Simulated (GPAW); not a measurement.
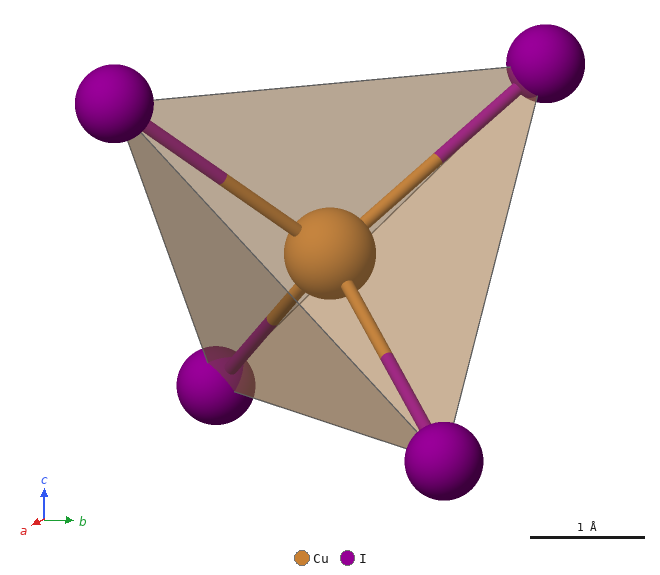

Coordination of Cu in CuI (F-43m). Shape measures S are computed against regular polyhedra or, for capped shapes, the nearer of the equal-edge and equal-bond forms. Source: an entry of the Crystallography Open Database, as set up for an electronic-structure calculation.

Q: Name the coordination polyhedron and say how regular it is.

A: CuI4: an essentially ideal tetrahedron (coordination number 4, S = 0.00; next best see-saw, S = 9.8).

Q: Does the central atom sit at the centroid of its ligands?

A: Yes, to within 0.01 Å; the site symmetry is -43m.

Q: How long are the bonds?

A: 4 × Cu–I 2.63 Å. The next neighbour, not counted, lies at 4.29 Å.
